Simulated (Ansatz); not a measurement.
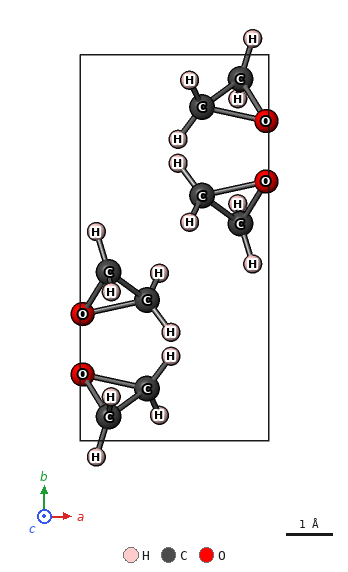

A crystal of H4C2O (set up in P2_1/c) (coarse preliminary run), before the relaxation. Style: ball-and-stick. Shown: the cell of the calculation, along the c axis.

Method: Ansatz 0.2.0, DFT PBE+D3(BJ), scalar-relativistic, plane waves, PAW.

Input file:
```yaml
crystal:
  lattice:
    - [4.645, 0.0, 0.0]
    - [0.0, 8.407, 0.0]
    - [-3.487808544, 0.0, 6.5627588661]
  atoms:
    - { symbol: H, position: [0.836, 0.614, 0.586] }
    - { symbol: H, position: [0.164, 0.114, 0.914] }
    - { symbol: H, position: [0.164, 0.386, 0.414] }
    - { symbol: H, position: [0.836, 0.886, 0.086] }
    - { symbol: H, position: [0.915, 0.458, 0.746] }
    - { symbol: H, position: [0.085, 0.958, 0.754] }
    - { symbol: H, position: [0.085, 0.542, 0.254] }
    - { symbol: H, position: [0.915, 0.042, 0.246] }
    - { symbol: H, position: [0.58, 0.566, 0.86] }
    - { symbol: H, position: [0.42, 0.066, 0.64] }
    - { symbol: H, position: [0.42, 0.434, 0.14] }
    - { symbol: H, position: [0.58, 0.934, 0.36] }
    - { symbol: H, position: [0.519, 0.719, 0.699] }
    - { symbol: H, position: [0.481, 0.219, 0.801] }
    - { symbol: H, position: [0.481, 0.281, 0.301] }
    - { symbol: H, position: [0.519, 0.781, 0.199] }
    - { symbol: C, position: [0.8502, 0.5627, 0.7058] }
    - { symbol: C, position: [0.1498, 0.0627, 0.7942] }
    - { symbol: C, position: [0.1498, 0.4373, 0.2942] }
    - { symbol: C, position: [0.8502, 0.9373, 0.2058] }
    - { symbol: C, position: [0.6464, 0.6354, 0.7804] }
    - { symbol: C, position: [0.3536, 0.1354, 0.7196] }
    - { symbol: C, position: [0.3536, 0.3646, 0.2196] }
    - { symbol: C, position: [0.6464, 0.8646, 0.2804] }
    - { symbol: O, position: [0.9878, 0.6717, 0.8721] }
    - { symbol: O, position: [0.0122, 0.1717, 0.6279] }
    - { symbol: O, position: [0.0122, 0.3283, 0.1279] }
    - { symbol: O, position: [0.9878, 0.8283, 0.3721] }
basis:
  ecutwfc: 420
kpoints:
  mp_grid: { grid: [6, 4, 4] }
hamiltonian:
  xc: pbe
  dispersion: d3bj
scf:
  occupations: { method: gaussian, width: 0.1 }
output:
  forces: true
  stress: true
  eigenvalues: true
relax:
  adjacent_minimum: "off"
  f_tol: 0.05
  max_steps: 70
  cell: { stress_tol: 0.5 }
```

Launched with:
```bash
ansatz run input.yaml --threads 4 --pin off --max-ram 9216MiB --backend cpu --events-out ev --progress --plain --runs-dir out
```

Q: Where does the relaxation end?

A: Over 5 accepted moves (6 points after the start) the energy falls by 268 meV per atom. Largest force component: 8 eV/Å at the start, 0.05 eV/Å at the end. The pressure goes from 25.10 to −0.25 GPa. The SCF was repeated once at an unchanged geometry on a basis and grid sized afresh for the cell, which shifted the energy by less than 0.05 meV per atom at most. The largest moves relative to the cell, 0.22 Å, are those of H5, H6, H7 and H8. H8 goes along [2 3 −1]. Largest moves by element: H 0.22 Å, C 0.04 Å, O 0.03 Å. The volume changes by +0.1 %, with a 4.645 → 4.689 Å (+1.0 %), b 8.407 → 8.360 Å (−0.6 %), c 7.432 → 7.451 Å (+0.3 %), β 118.0° → 118.6°. Among the contacts that change: H13–C21 0.935 → 1.094 Å, H1–C17 0.963 → 1.093 Å, H10–C22 0.978 → 1.092 Å, C17–C21 1.439 → 1.467 Å. Among the angles between lasting bonds that change: H1–C17–H5 126.2° → 116.5°, H9–C21–H13 123.8° → 116.5°, H13–C21–C17 113.6° → 119.5°. The space group stays P2_1/c (No. 14). The run took 99 s on 4 threads of Arm Neoverse V1, on a shared host, peak memory 1 GiB.

Step by step:

```tsv
step	E − E(0), meV/atom	largest force component, eV/Å	pressure, GPa	volume, Å³/atom	note
0	0.00	7.9791	25.10	9.153	
1	-239.26	1.7493	7.60	8.689	
2	-260.63	0.5367	0.20	9.613	
3	-264.94	0.3833	0.04	9.403	
4	-267.79	0.0817	-0.46	9.148	
5	-267.93	0.0497	-0.18	9.158	
6	-267.95	0.0497	-0.25	9.158	same geometry, new basis
```

The end point in the same view:

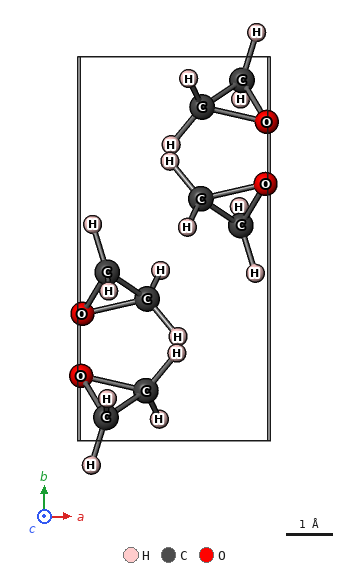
